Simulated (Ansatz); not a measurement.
# Single-point calculation of NiO (part 2 of 2)

The same run, continued: NiO (Fm-3m, 4 atoms in the cell); DFT r2SCAN+U, scalar-relativistic, plane waves, PAW, Ueff = 3 eV on Ni atom 1 d; Ueff = 3 eV on Ni atom 3 d, spin-polarised (Ansatz 0.2.0); cutoff 500 eV, 8×8×8 k-mesh, Gaussian smearing of 0.05 eV, collinear spins. The structure derives from an entry of the Crystallography Open Database. It belongs to a series of runs on one base structure; here: from atoms, default search.

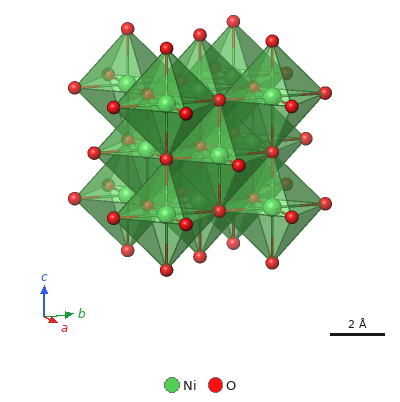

Figure 1. The structure as given in the input (polyhedral view of the cell 2 times as large as that of the calculation, set on its symmetry axes, seen slightly off an axis; polyhedra are completed across the faces of the cell).

The program's output, continued:
```
SCF iter   1: F=-12826.031509 eV  HF=-12826.031509 eV  |F-HF|=1.26e-7  |Δ(HF+E_count)|=         —  Δρ=9.48e-6 (↑9.48e-6 ↓9.48e-6)  dr2=2.63e-8  dr2_τ=1.39e-9  dr2_m=7.70e-9  M=0.000 μB ∫|m|=3.818 μB  ethr=5.48e-11  ⟨swp⟩=1.0  Hψ=49506  notcnv=0
preconditioner: auto → none  [insulator: Δε(μ)=2.395 eV  Ē_g=15.236 eV  σ=0.050 eV  W_gap=1.00  n_scr=14 (ndim 8)  ℏωp=34.7 eV  f_vac=0.000  D(μ)=0.00/eV (n_scr^D=0)  ε∞_Penn≈6.2]
this state was not tested for a lower state beside it, because the mixer in use, unlike msr1, does not test its closes by its own steps (another_mixer; see scf.mixing.algorithm and scf.lower_state_search)
SCF converged after 15 iterations
Magnetization: 0.0000 μB (24.0000 up, 24.0000 down)
Absolute magnetization: 3.8242 μB (∫|ρ↑−ρ↓|, with the PAW one-centre terms)
Spin contamination: 2.0023 ħ² per cell (⟨S²⟩ above its minimum at these occupations)
Per-site moments (μB) at R_I (Å): [(1.7356912485371627, 0.8626651728749998), (-0.07591548513302217, 0.862665172875), (-1.7356912485371627, 0.862665172875), (0.07591548513302185, 0.8626651728749998)]
Free energy (F): -12826.031509 eV
Harris-Foulkes:  -12826.031509 eV  (|F-HF|=1.26e-7)
Internal energy: -12826.031509 eV  (E = F + TS)
E sigma→0 (E₀):  -12826.031509 eV
Fermi energy:    14.844687 eV
--- Per-component energies (eV) ---
  E_band       = -754.724889
  E_kinetic    = 901.560584
  E_local      = -8006.104837  (includes V_loc(G=0)·N_el)
  E_nonlocal   = 1390.610648
  E_hartree    = 3294.469068
  E_xc         = -300.027127
  E_vxc        = -436.437227  (∫ρ·V_xc dr)
  E_hubbard    = 0.715281  (on-site DFT+U / exact-exchange correction)
  E_vhub       = -23.293214  (the Hubbard potential's part of the band-sum identity)
  E_paw        = -3613.828291  (= ΣΔE_a)
  E_vpaw       = -1198.852812  (= ΣTr[D̂ρ^β])
  E_aug_tail   = 0.001985  (compensation charges beyond the density's cutoff)
  E_vtau       = 28.855105  (kinetic-family band-sum trace: ∫τ·v_τ [+ j·A + Jᵃ·Aᵃ] dr)
  E_ewald      = -6492.764802
  E_core_change = -0.664019  (= ΣΔE_core)
  E_smearing   = -0.000000  (= −TS)
  E_closure    = 0.000000  (closes the sum)
  Σ components = -12826.031509   (vs F -12826.031509, Δ=0.00e0)
--- Forces (eV/Å), atoms counted from 1 ---
  atom   1  Ni     0.00000000     0.00000000    -0.00000000
  atom   2  O      0.00000000    -0.00000000     0.00000000
  atom   3  Ni     0.00000000    -0.00000000    -0.00000000
  atom   4  O      0.00000000     0.00000000    -0.00000000
  max |Σ_I F_I| component: 3.47e-29 eV/Å
--- Stress (GPa, compression-positive) ---
        3.591502      -0.000000       0.000000
       -0.000000       3.706170       0.000000
        0.000000       0.000000       3.706170
  P = ⅓ Tr σ = 3.6679 GPa (36.679 kbar)
--- Band table (eV; the first three rows and the last of 150) ---
  k-point 0 ↑: bands = ["-95.0899", "-91.8049", "-53.9845", "-53.9743", "-53.9743", "-50.8547", "-50.8460", "-50.8460", "-6.7311", "-5.3006", "7.4716", "8.3503", "8.6219", "8.6963", "9.4087", "9.4087", "9.8108", "10.2241", "10.2241", "10.7638", "10.7638", "11.6480", "11.6643", "11.6643", "16.0480", "16.3053", "16.3780", "20.9889", "25.9392", "26.8145", "31.9591", "31.9591"]
  k-point 1 ↑: bands = ["-95.0898", "-91.8047", "-53.9844", "-53.9764", "-53.9741", "-50.8546", "-50.8486", "-50.8458", "-6.6114", "-5.2684", "7.4850", "7.9553", "8.2030", "8.6947", "9.2883", "9.4390", "9.5507", "10.4103", "10.4684", "10.7460", "10.8121", "11.2613", "11.7416", "11.7553", "16.3651", "16.3878", "17.1759", "21.4966", "25.8785", "26.4063", "30.6291", "31.6889"]
  k-point 2 ↑: bands = ["-95.0895", "-91.8045", "-53.9841", "-53.9814", "-53.9735", "-50.8546", "-50.8542", "-50.8452", "-6.2855", "-5.2142", "7.2787", "7.3307", "7.5517", "8.4039", "8.9488", "9.1233", "9.5163", "10.4253", "10.6453", "10.6988", "11.0198", "11.0544", "11.8964", "12.3669", "16.4593", "17.1661", "18.7760", "22.7168", "25.2833", "25.7570", "28.4829", "30.4018"]
  k-point 74 ↓: bands = ["-95.0882", "-91.8032", "-53.9867", "-53.9867", "-53.9825", "-50.8610", "-50.8610", "-50.8522", "-5.4469", "-5.1592", "7.4673", "7.4673", "8.6803", "8.7046", "8.7046", "9.0441", "10.0517", "10.1750", "10.2456", "10.2456", "10.3024", "10.6696", "10.6696", "11.0701", "16.4078", "16.6368", "20.6905", "21.2686", "25.9350", "25.9350", "26.8177", "26.8177"]
Occupation matrices written to [file]
--- Löwdin populations: 4 sites ---
  site symbol       q [e]    m [muB]
     0     Ni     16.7501     1.7331
     1      O      7.1329    -0.0949
     2     Ni     16.7501    -1.7331
     3      O      7.1329     0.0949
  spilling = 0.004873 (of n_electrons = 48.000000)
--- Occupation matrices: 2 shells (run DFT+U table (all-electron-ortho-atomic); ε = 3.72e-3) ---
  Ni0 d_3D: site group Oh (m-3m); on the run's cell D4h (4/mmm)
  Ni0 d_3D up     Tr n = 4.9909  λ = 0.997 0.997 0.999 0.999 0.999  [5× z2 0.20 (T2g 0.60) T2g(0.60)/Eg(0.40)]
  Ni0 d_3D dn     Tr n = 3.2503  λ = 0.127 0.129 0.998 0.998 0.998  [2× z2 0.50 (Eg 1.00) Eg(1.00)/A1g(0.50) | 3× xz 0.33 (T2g 1.00) T2g(1.00)/Eg(0.67)]
  Ni2 d_3D: site group Oh (m-3m); on the run's cell D4h (4/mmm)
  Ni2 d_3D up     Tr n = 3.2503  λ = 0.127 0.129 0.998 0.998 0.998  [2× z2 0.50 (Eg 1.00) Eg(1.00)/A1g(0.50) | 3× xz 0.33 (T2g 1.00) T2g(1.00)/Eg(0.67)]
  Ni2 d_3D dn     Tr n = 4.9909  λ = 0.997 0.997 0.999 0.999 0.999  [5× z2 0.20 (T2g 0.60) T2g(0.60)/Eg(0.40)]
  Tr n, λ and their labels are of the run-group-symmetrised matrices; stabiliser: 32 of 64 elements of G0×{1,Θ} (closed), max defect 2.7e-15 at τ = 7.9e-4
```

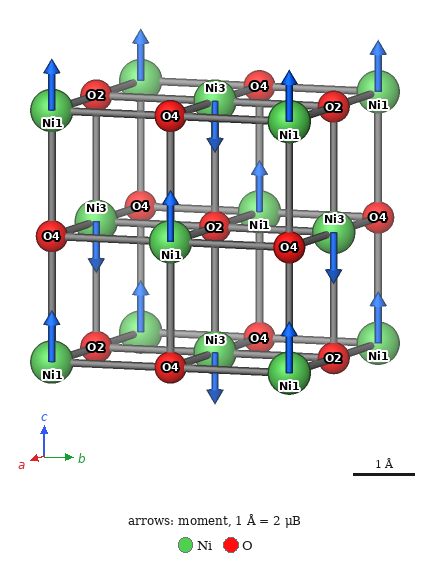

Figure 2. Magnetic moments of the sites as blue arrows (ball-and-stick view of the cell 2 times as large as that of the calculation, set on its symmetry axes, seen slightly off an axis; atoms are numbered from 1 in the order of the input); small moments hardly show. The run is collinear, so the axis drawn is arbitrary. Site moments: Ni1 (1.74 μB); Ni3 (−1.74 μB); O2 (−0.08 μB); O4 (0.08 μB). They are counted near the atoms and needn't add up to the moment of the cell.

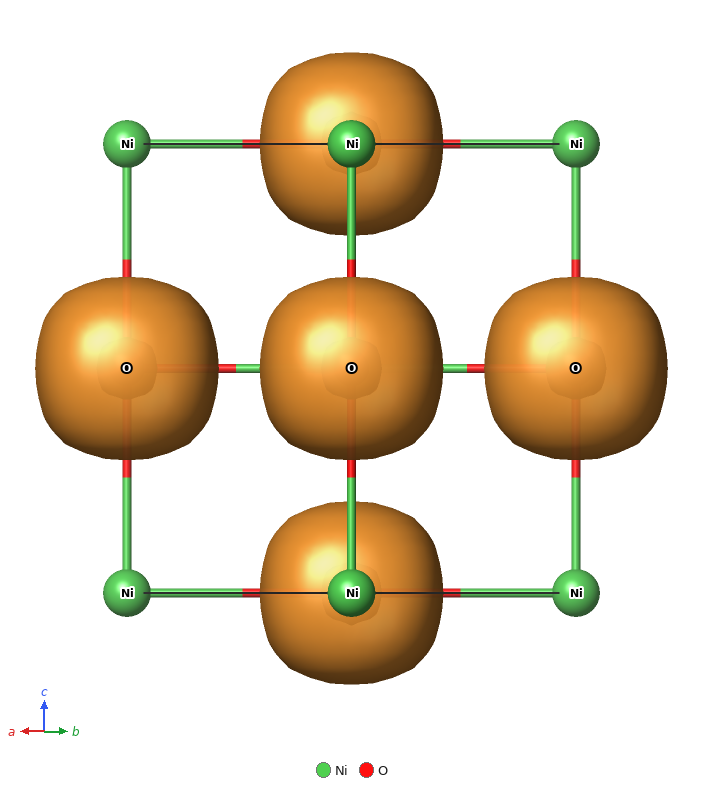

Figure 3. Isosurface of the ELF at 0.6 (orange), seen along [110]. Only the valence region is drawn (cores and ρ < 0.01 e/Å³ removed). Sticks mark near contacts. The outline is the cell set on symmetry axes of the magnetic structure. Along the contacts the grid gives the following. Ni–O (2.09 Å): the ELF is about 0.15 at the midpoint. In a PAW calculation such maps are meaningful between the atoms, not at the nuclei.

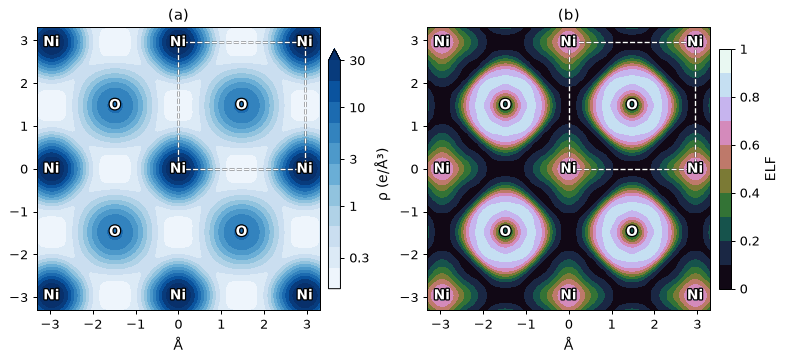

Figure 4. (a) valence charge density (pseudo); (b) ELF on the (001) plane of the conventional cell of the magnetic structure. Atoms in the plane: Ni and O. Ni–O (2.09 Å): ρ at the midpoint is about 0.43 e/Å³; the ELF is about 0.15 at the midpoint. Away from the nuclei the density in this plane falls to 0.15 e/Å³ at its lowest. The strong features right at Ni lie inside the PAW spheres (semicore, d or f shells) and say nothing about bonding.

The run was set up as follows.

Input:
```yaml
crystal:
  lattice:
    - [0.0, 2.09130951, 2.09130951]
    - [4.18261902, 2.09130951, 2.09130951]
    - [4.18261902, 4.18261902, 0.0]
  atoms:
    - { symbol: Ni, position: [0.0, 0.0, 0.0], spin: 2.0 }
    - { symbol: O, position: [0.5, 0.5, 0.0] }
    - { symbol: Ni, position: [0.0, 0.0, 0.5], spin: -2.0 }
    - { symbol: O, position: [0.5, 0.5, 0.5] }
basis:
  ecutwfc: 500
  ecutrho_ratio: 4
kpoints:
  mp_grid: { grid: [8, 8, 8] }
hamiltonian:
  xc: r2scan
  hubbard:
    sites: [{ site: 0, l: d, u_eff: 3.0 }, { site: 2, l: d, u_eff: 3.0 }]
scf:
  occupations: { method: gaussian, width: 0.05 }
output:
  forces: true
  stress: true
  eigenvalues: true
  populations: true
  hubbard: { sites: [{ site: 0, l: d }, { site: 2, l: d }] }
  write_density: true
  write_potential: true
  elf: true
  volumetric_format: npy
magnetization:
  spin_polarized: true
```

Launched with:
```bash
ansatz run input.yaml --threads 4 --pin off --max-ram 6144MiB --backend cpu --events-out ev --progress --plain --runs-dir out
```

Results in brief:

```json
{"quantity": "outcome", "value": "converged"}
{"quantity": "space group (tolerance 0.01 Å)", "value": "Fm-3m (225)"}
{"quantity": "electrons treated", "value": "48"}
{"quantity": "free energy", "value": "−12826.0315 eV"}
{"quantity": "Fermi energy", "value": "14.845 eV"}
{"quantity": "gap on the k-point mesh", "value": "2.39 eV"}
{"quantity": "net moment of the cell", "value": "0.00 μB"}
{"quantity": "integrated absolute moment", "value": "3.82 μB"}
{"quantity": "pressure", "value": "3.67 GPa"}
{"quantity": "largest force (length of the vector)", "value": "under 0.001 eV/Å"}
{"quantity": "hardware", "value": "4 threads of Arm Neoverse V1, 24 GiB of memory available, shared host"}
{"quantity": "wall time", "value": "16 s (CPU time 61 s)"}
{"quantity": "peak memory", "value": "1.2 GiB"}
```

Notes:

Warnings of the run: the state was not tested for a lower one.
